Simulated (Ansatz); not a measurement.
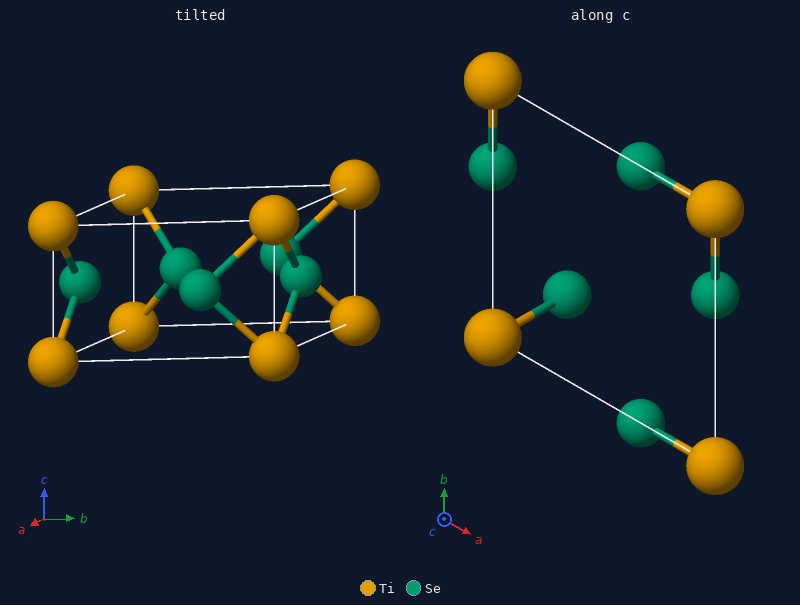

The figure gives a ball-and-stick picture of the atoms, viewed slightly off an axis and along the c axis. The conventional unit cell is drawn as a box. Cell: a = 5.64 Å, b = 5.64 Å, c = 3.48 Å, α = 90.00°, β = 90.00°, γ = 120.00°.

The initial geometry was a random cell made by a generator, so it need not be a real form of the compound. Earlier steps of the study, as a rule a relaxation of our own, may have changed the cell and positions, so they can lie some per cent off the listed ones. Ansatz was used for an electronic-structure calculation on it.

Question: Give a description of the structure.

Answer: The formula is TiSe3. It is primitive hexagonal, space group P-62m (No. 189). Cell content 1 Ti, 3 Se; Z = 1. Ti is coordinated by six Se in a trigonal prismatic arrangement at about 2.6 Å. Each Se atom is coordinated by two Ti in a bent arrangement at about 2.6 Å. Not all metal-metal contacts are counted. The bonds build TiSe3 chains along [001].

All computed values are from DFT PBE, scalar-relativistic, plane waves, PAW (Ansatz). Settings: an energy cutoff of 420 eV, k-points on a 12×12×14 grid, Gaussian smearing of 0.1 eV, no spin polarisation.

Question: What is the electronic character?

Answer: A metal: bands cross the Fermi level.

Question: What does a Bader analysis give?

Answer: Ti +1.57 e; Se -0.52 e.

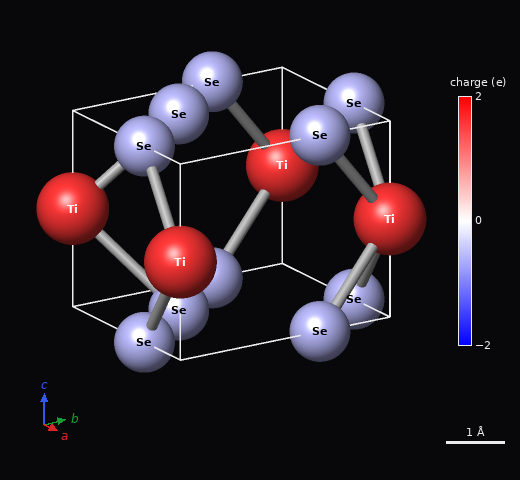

The atoms coloured by those charges. The run's cell of 4 atoms is drawn, so axes and origin can differ from the first picture.

Question: Is the geometry at rest?

Answer: Yes. All forces vanish to within 0.01 eV/Å. The pressure is 0.0 GPa, close to zero.
